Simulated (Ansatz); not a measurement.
# Band-structure calculation of MgTe (part 2 of 2)

MgTe (4 atoms in the cell); DFT, HSE06, plane waves, PAW, no spin polarisation (Ansatz 0.2.0); cutoff 420 eV, 6×6×2 k-mesh, fixed occupations. The structure was built on a prototype by a generator. The geometry comes from this level: r2SCAN.

Geometry of the input (Å; fractional positions):
```
4.5776  0.0000  0.0000
-2.2888  3.9643  0.0000
0.0000  0.0000  7.4551
Mg 0.3333  0.6667  -0.0006
Mg 0.6667  0.3333  0.4994
Te 0.3333  0.6667  0.3756
Te 0.6667  0.3333  0.8756
```

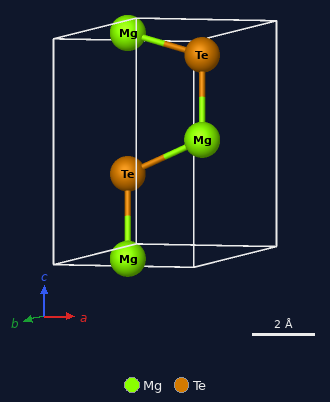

*The structure (ball-and-stick view of the cell of the calculation, seen at an oblique angle). An atom can appear more than once, as a periodic image.*

## Output, continued
```
  k-point 2: bands = ["-76.4068", "-76.4067", "-41.2983", "-41.2979", "-41.2975", "-41.2974", "-41.2974", "-41.2973", "-33.5431", "-33.5429", "-33.5426", "-33.5425", "-33.5425", "-33.5424", "-33.5338", "-33.5338", "-33.5335", "-33.5334", "-7.2618", "-6.6349", "0.4548", "2.3612", "2.8154", "3.0011", "3.6321", "3.6576", "7.9978", "8.3216", "9.6658", "10.2625", "10.3466"]
  k-point 13: bands = ["-76.4067", "-76.4067", "-41.2981", "-41.2981", "-41.2976", "-41.2976", "-41.2976", "-41.2976", "-33.5430", "-33.5430", "-33.5424", "-33.5424", "-33.5424", "-33.5424", "-33.5335", "-33.5335", "-33.5335", "-33.5335", "-6.5396", "-6.5396", "0.5966", "0.5966", "1.7103", "1.7103", "3.0986", "3.0986", "8.5023", "8.5023", "9.7329", "9.7329", "11.3623"]
```

## File bands.tsv
```
# k_distance	band_0	band_1	band_2	band_3	band_4	band_5	band_6	band_7	band_8	band_9	band_10	band_11	band_12	band_13	band_14	band_15	band_16	band_17	band_18	band_19	band_20	band_21	band_22	band_23	band_24	band_25	band_26	band_27	band_28	band_29	band_30
# fermi_ev = 3.769871
# lock_threshold_ev = 1e-6
# [0, 0, 0] at k_distance = 0.000000
# [0.5, 0, 0] at k_distance = 0.792461
# [0.3333333333, 0.3333333333, 0] at k_distance = 1.249989
# [0, 0, 0.5] at k_distance = 2.257415
# [0.5, 0, 0.5] at k_distance = 3.049876
# [0.3333333333, 0.3333333333, 0.5] at k_distance = 3.507403
# [-0.010417, 0.005208, 0] at k_distance = 4.521403
# levels_relative_to = fermi_ev
# free_energy_ev = -17820.971489
# largest_residual_norms_ev = 8.474e-5 8.631e-5 2.000e-4 1.744e-4 1.886e-4 2.201e-4 1.669e-4 1.893e-4 7.657e-5 5.930e-5 7.288e-5 7.892e-5 4.877e-4 5.521e-5 6.587e-4 6.654e-4 4.786e-5 6.280e-5 3.103e-4 3.168e-4 1.195e-3 7.964e-4 7.965e-4 7.993e-4 8.006e-4 8.002e-4 1.260e-3 1.621e-3 1.626e-3 1.320e-3 1.565e-3
0.000000	-80.176626	-80.176605	-45.068217	-45.067762	-45.067277	-45.067277	-45.067163	-45.067163	-37.312953	-37.312874	-37.312406	-37.312406	-37.312368	-37.312368	-37.303713	-37.303713	-37.303333	-37.303333	-11.163384	-10.476706	-3.504135	-0.524169	-0.524169	-0.000696	0.000000	0.000000	3.317339	3.814348	6.189156	6.189156	6.574125
0.792461	-80.176608	-80.176601	-45.068075	-45.067920	-45.067567	-45.067512	-45.067410	-45.067279	-37.313082	-37.312706	-37.312598	-37.312215	-37.312133	-37.312038	-37.303573	-37.303493	-37.303463	-37.303138	-10.496030	-10.254964	-3.308341	-2.801577	-2.100084	-1.316059	-1.045206	-0.476194	3.947309	4.717582	5.064791	6.391330	7.665287
1.249989	-80.176603	-80.176603	-45.067998	-45.067998	-45.067567	-45.067439	-45.067439	-45.067426	-37.312764	-37.312764	-37.312326	-37.312326	-37.312289	-37.312174	-37.303570	-37.303393	-37.303393	-37.303219	-10.314949	-10.314949	-2.735306	-2.735306	-2.512558	-1.497416	-1.497416	-1.460913	4.292527	6.693772	6.693772	6.995663	7.240605
2.257415	-80.176615	-80.176615	-45.067989	-45.067989	-45.067220	-45.067220	-45.067220	-45.067220	-37.312912	-37.312912	-37.312387	-37.312387	-37.312387	-37.312387	-37.303519	-37.303519	-37.303519	-37.303519	-10.850581	-10.850581	-2.112012	-2.112012	-0.276157	-0.276157	-0.276157	-0.276157	4.324523	4.324523	6.450568	6.450568	6.450568
3.049876	-80.176604	-80.176604	-45.068017	-45.068017	-45.067523	-45.067523	-45.067345	-45.067345	-37.313010	-37.313010	-37.312286	-37.312286	-37.312082	-37.312082	-37.303515	-37.303515	-37.303317	-37.303317	-10.374299	-10.374299	-3.405865	-3.405865	-0.950288	-0.950288	-0.940549	-0.940549	4.014977	4.014977	5.101392	5.101392	8.040714
3.507403	-80.176603	-80.176603	-45.068017	-45.068017	-45.067497	-45.067497	-45.067423	-45.067423	-37.312844	-37.312844	-37.312245	-37.312245	-37.312232	-37.312232	-37.303401	-37.303401	-37.303395	-37.303395	-10.309461	-10.309461	-3.173226	-3.173226	-2.059587	-2.059587	-0.671308	-0.671308	4.732422	4.732422	5.963067	5.963067	7.592421
4.521403	-80.176626	-80.176605	-45.068218	-45.067762	-45.067277	-45.067277	-45.067163	-45.067163	-37.312955	-37.312874	-37.312408	-37.312406	-37.312371	-37.312369	-37.303713	-37.303713	-37.303340	-37.303335	-11.162980	-10.476473	-3.503555	-0.527656	-0.525052	-0.005189	-0.000321	0.000119	3.321459	3.818098	6.186470	6.190639	6.575401
```

## File rho_z.tsv
```
# z_ang	rho[e/angstrom^3]
# format = ansatz-planar-average/11
# lattice	4.577635644	0.000000000	0.000000000
# lattice	-2.288817822	3.964348757	0.000000000
# lattice	0.000000000	0.000000000	7.455089265
# sites	4
# site	12	0.000000000	2.642899171	-0.004533080
# site	12	2.288817822	1.321449586	3.723011553
# site	52	0.000000000	2.642899171	2.800191554
# site	52	2.288817822	1.321449586	6.527736187
0.000000	8.477760e-1
0.149102	6.960592e-1
0.298204	4.237590e-1
0.447305	1.984112e-1
0.596407	8.930661e-2
0.745509	5.542797e-2
0.894611	4.634343e-2
1.043712	4.511218e-2
1.192814	4.874934e-2
1.341916	5.641908e-2
1.491018	6.853301e-2
1.640120	8.571470e-2
1.789221	1.090956e-1
1.938323	1.397560e-1
2.087425	1.909372e-1
2.236527	2.951813e-1
2.385629	4.658450e-1
2.534730	6.652994e-1
2.683832	8.202973e-1
2.832934	8.656341e-1
2.982036	7.863116e-1
3.131137	6.413798e-1
3.280239	5.555186e-1
3.429341	6.250610e-1
3.578443	7.870546e-1
3.727545	8.477760e-1
3.876646	6.960592e-1
4.025748	4.237590e-1
4.174850	1.984112e-1
4.323952	8.930661e-2
4.473054	5.542797e-2
4.622155	4.634343e-2
4.771257	4.511218e-2
4.920359	4.874934e-2
5.069461	5.641908e-2
5.218562	6.853301e-2
5.367664	8.571470e-2
5.516766	1.090956e-1
5.665868	1.397560e-1
5.814970	1.909372e-1
5.964071	2.951813e-1
6.113173	4.658450e-1
6.262275	6.652994e-1
6.411377	8.202973e-1
6.560479	8.656341e-1
6.709580	7.863116e-1
6.858682	6.413798e-1
7.007784	5.555186e-1
7.156886	6.250610e-1
7.305987	7.870546e-1
```

## File v_z.tsv
```
# z_ang	v_es[eV]	v_tot[eV]
# format = ansatz-planar-average/11
# xc	hse06
# density_cutoff_ev	1680
# datasets	Mg=:simpson_from_first_knot:soft:fock:shift=0	Te=:simpson_from_first_knot:soft:fock:shift=0
# lattice	4.577635644	0.000000000	0.000000000
# lattice	-2.288817822	3.964348757	0.000000000
# lattice	0.000000000	0.000000000	7.455089265
# sites	4
# site	12	0.000000000	2.642899171	-0.004533080
# site	12	2.288817822	1.321449586	3.723011553
# site	52	0.000000000	2.642899171	2.800191554
# site	52	2.288817822	1.321449586	6.527736187
0.000000	-9.476368e-1	-8.341141e0
0.149102	4.135601e-1	-6.551478e0
0.298204	2.058672e0	-4.405345e0
0.447305	3.774069e0	-2.146643e0
0.596407	5.281935e0	-1.139511e-1
0.745509	6.393165e0	1.389816e0
0.894611	7.165189e0	2.308808e0
1.043712	7.739961e0	2.975875e0
1.192814	8.142958e0	3.363992e0
1.341916	8.348203e0	3.412768e0
1.491018	8.322259e0	3.191086e0
1.640120	8.012924e0	2.640326e0
1.789221	7.257535e0	1.563157e0
1.938323	6.128030e0	3.728675e-2
2.087425	5.157327e0	-1.373468e0
2.236527	4.768149e0	-2.229930e0
2.385629	5.004700e0	-2.431076e0
2.534730	5.569526e0	-2.215688e0
2.683832	5.946321e0	-2.060366e0
2.832934	5.657918e0	-2.489141e0
2.982036	4.516720e0	-3.703896e0
3.131137	2.675393e0	-5.571013e0
3.280239	6.220330e-1	-7.565648e0
3.429341	-9.724454e-1	-8.974230e0
3.578443	-1.541583e0	-9.277239e0
3.727545	-9.476368e-1	-8.341141e0
3.876646	4.135601e-1	-6.551478e0
4.025748	2.058672e0	-4.405345e0
4.174850	3.774069e0	-2.146643e0
4.323952	5.281935e0	-1.139511e-1
4.473054	6.393165e0	1.389816e0
4.622155	7.165189e0	2.308808e0
4.771257	7.739961e0	2.975875e0
4.920359	8.142958e0	3.363992e0
5.069461	8.348203e0	3.412768e0
5.218562	8.322259e0	3.191086e0
5.367664	8.012924e0	2.640326e0
5.516766	7.257535e0	1.563157e0
5.665868	6.128030e0	3.728675e-2
5.814970	5.157327e0	-1.373468e0
5.964071	4.768149e0	-2.229930e0
6.113173	5.004700e0	-2.431076e0
6.262275	5.569526e0	-2.215688e0
6.411377	5.946321e0	-2.060366e0
6.560479	5.657918e0	-2.489141e0
6.709580	4.516720e0	-3.703896e0
6.858682	2.675393e0	-5.571013e0
7.007784	6.220330e-1	-7.565648e0
7.156886	-9.724454e-1	-8.974230e0
7.305987	-1.541583e0	-9.277239e0
```

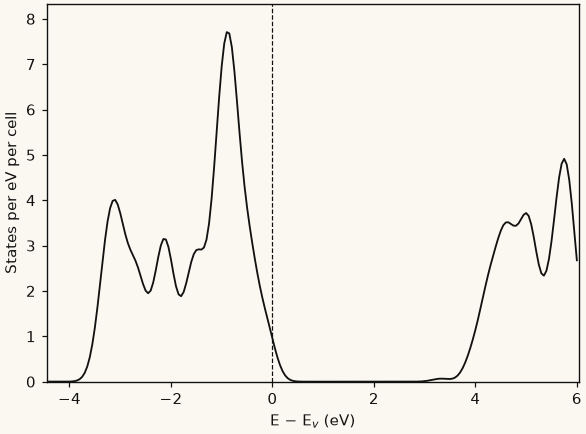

*Density of states (the curve is built from the levels of the k mesh with Gaussians 0.4 eV wide, which also blur the band edges), with energies from the valence-band top.*

There is a gap of 3.32 eV on the k-point mesh. Small ripples come from the finite k-point mesh.

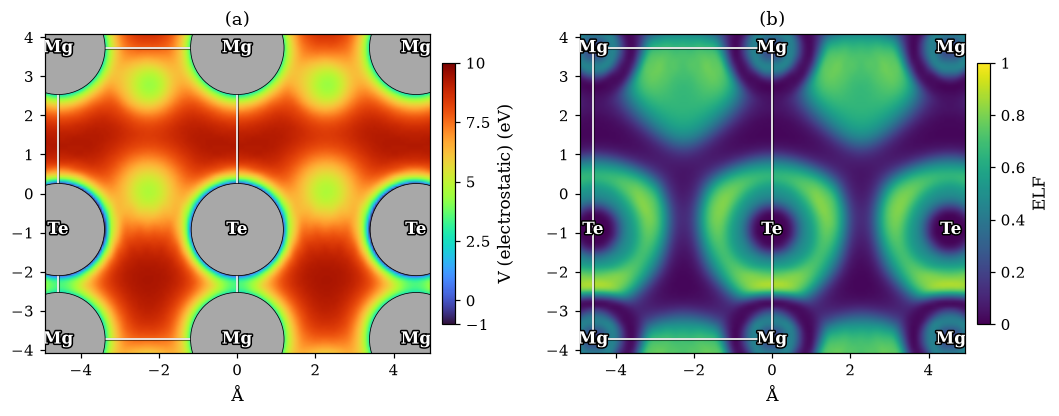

*(a) electrostatic potential energy of an electron; (b) electron localisation function on the (010) plane of the conventional cell. Grey discs, where drawn, cover atomic cores.*

Atoms in the plane: Mg and Te. Mg–Te (2.80 Å): the ELF is about 0.90 at the midpoint. Outside the cores the potential energy rises away from the atoms and is highest about 2.6 Å from the nearest atoms; outside the discs it spans about 10 eV, and its zero is arbitrary. Core electrons are frozen (PAW), so the fields are smoothed inside the atomic spheres.

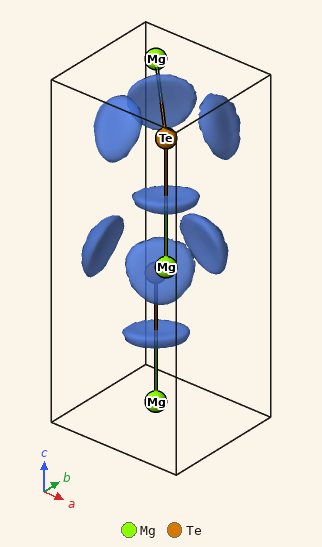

*Isosurface of the ELF at 0.8 (blue), seen at an oblique angle. Core shells and regions of very low density are left out. Sticks mark near contacts. The outline is the cell set on symmetry axes.*

Values along the shortest contacts: Mg–Te (2.80 Å): the ELF is about 0.85 at the midpoint.
